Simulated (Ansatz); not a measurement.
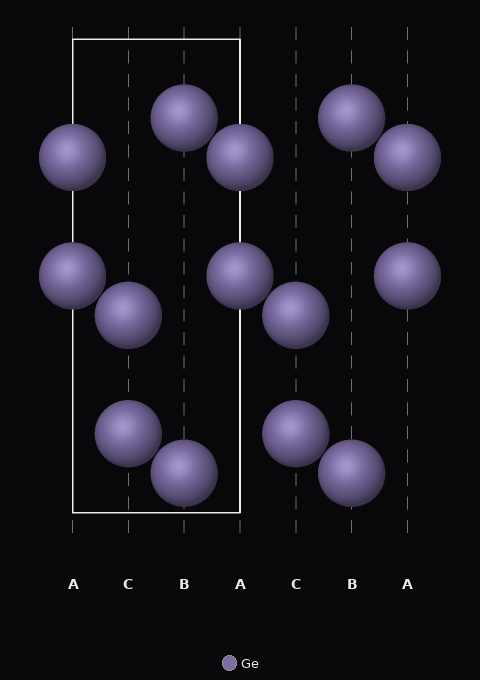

Projection along an edge of the hexagonal mesh, stacking direction [111] upwards. The dashed lines mark the three columns A (0, 0), B (1/3, 2/3) and C (2/3, 1/3). The box is the hexagonal cell of the face-centred cubic lattice. The sequence starts with the first layer at or above the cell's origin.

Ge (space group Fd-3m, No. 227): the geometry relaxed with DFT PBE, scalar-relativistic, plane waves, PAW in Ansatz; the starting structure was generated, so it need not be a known form of this composition.

Question: List the layers of one repeat.

Answer: Ge(B) – Ge(C) – Ge(C) – Ge(A) – Ge(A) – Ge(B) (six layers in 9.98 Å).
